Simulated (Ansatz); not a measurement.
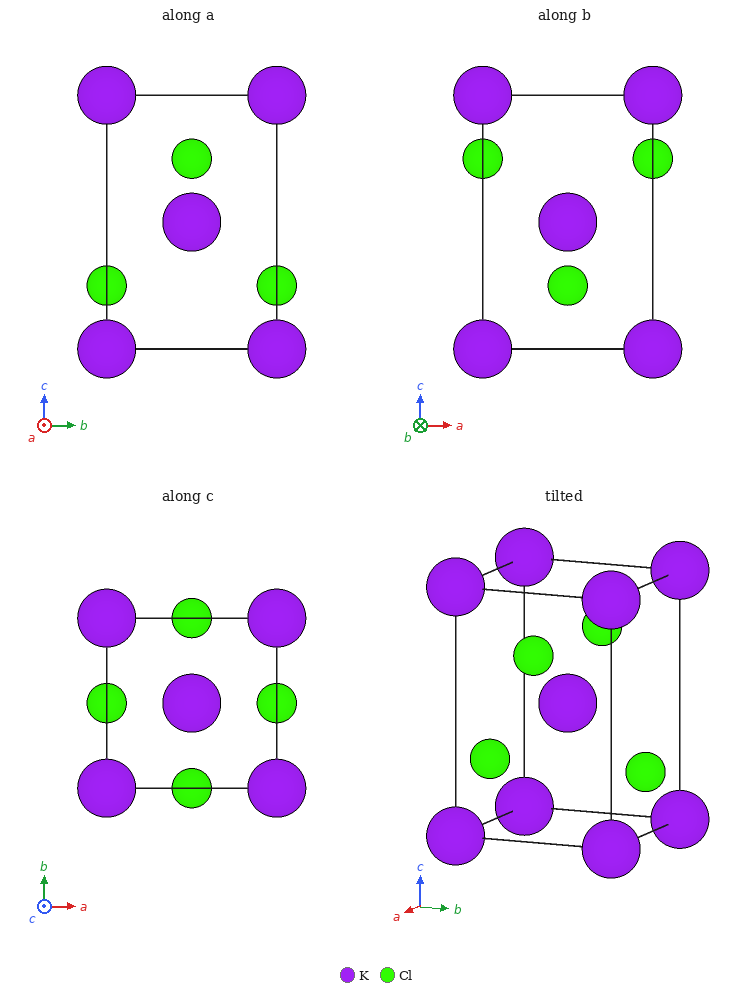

We look at a spheres-only model of the crystal along the a axis, along the b axis, along the c axis and slightly off an axis. The edges of the conventional unit cell are marked.

Lattice parameters: a = 4.702 Å, b = 4.702 Å, c = 7.015 Å, α = 90.00°, β = 90.00°, γ = 90.00°.

Put the structure into a table of Wyckoff sites.

Answer. Space group I-4m2 (No. 119).
```tsv
atom	site	x	y	z
K	2a	0.0000	0.0000	0.0000
Cl	2d	0.5000	0.0000	0.2500
```

The structure comes from a structure type filled with these elements by a generator (whether the compound takes this form wasn't checked). The cell was then strained or its atoms displaced on purpose. A calculation with Ansatz used it as input.
